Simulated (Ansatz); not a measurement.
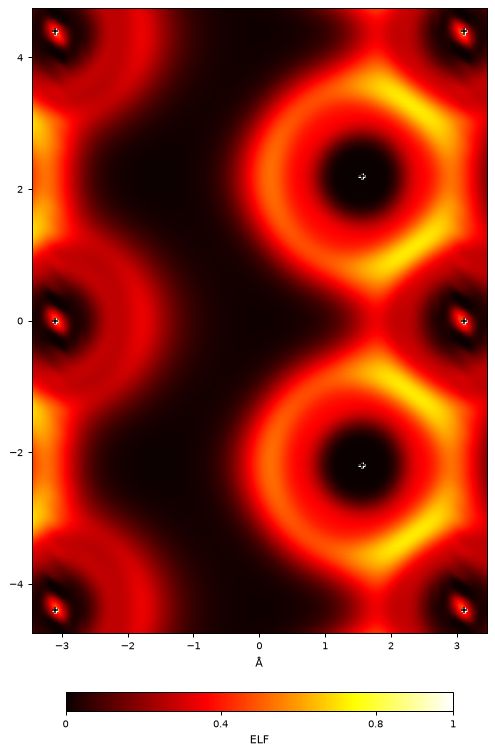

The ELF on a plane through atoms (crosses mark nuclei in the plane).

Level of theory: DFT PBE, scalar-relativistic, plane waves, PAW (Ansatz 0.2.0).

Candidates:
A. ZnS, a = 5.28 Å, b = 5.28 Å, c = 5.28 Å, α = 90.00°, β = 90.00°, γ = 90.00°. Space group F-43m; changed on purpose from its base cell (strain -0.030 along x and y, -0.030 along z, atoms carried along); computed pressure about 8 GPa in this cell.
B. GaSb, a = 6.21 Å, b = 6.21 Å, c = 6.21 Å, α = 90.00°, β = 90.00°, γ = 90.00°. Space group F-43m.

Which candidate gave the map?

Candidate B: GaSb on the (011) plane of the conventional cell, which holds Ga and Sb. Ga–Sb (2.69 Å): the ELF peaks at about 0.70 between the atoms.
